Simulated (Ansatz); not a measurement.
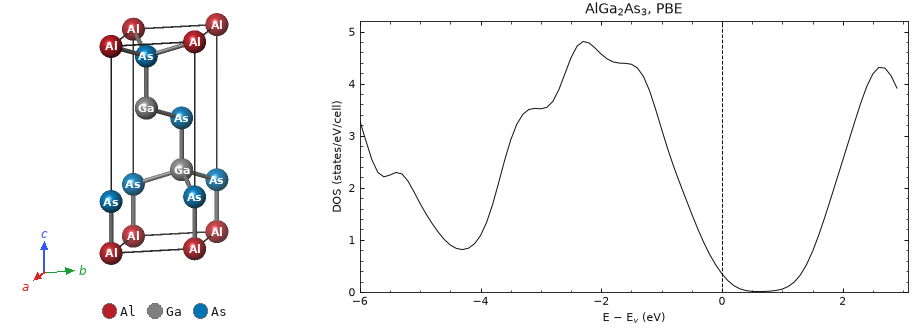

Density of states, beside the structure. Energies are counted from the top of the valence band. The DOS curve is built from the levels of the k mesh with Gaussians 0.55 eV wide, which also blur the band edges; ripples of that width can come from the mesh.

System: AlGa$_{2}$As$_{3}$ (ordered alloy on zincblende lattice), space group P3m1, 6 atoms in the cell, relaxed with r2SCAN.

Space group P3m1 (No. 156). a = 4.012 Å, b = 4.012 Å, c = 9.811 Å, α = 90.00°, β = 90.00°, γ = 120.00°
| atom | site | symmetry | x | y | z |
| --- | --- | --- | --- | --- | --- |
| Al | 1a | 3m. | 0.0000 | 0.0000 | 0.9994 |
| Ga | 1c | 3m. | 0.6667 | 0.3333 | 0.6665 |
| Ga | 1b | 3m. | 0.3333 | 0.6667 | 0.3337 |
| As | 1c | 3m. | 0.6667 | 0.3333 | 0.9171 |
| As | 1b | 3m. | 0.3333 | 0.6667 | 0.5834 |
| As | 1a | 3m. | 0.0000 | 0.0000 | 0.2499 |

Ansatz; PBE, Ansatz PAW set, no spin polarisation, no spin-orbit coupling, 12×12×4 k mesh, 420 eV cutoff.

**Metal or insulator, going by the density of states?**

There is a gap; over the k points computed it is 0.78 eV (direct to within 0.02 eV).

Spin-orbit coupling is left out, which matters for As. LDA, GGA and most meta-GGA functionals understate gaps. The cell was built by a generator and needn't be a form met in nature.
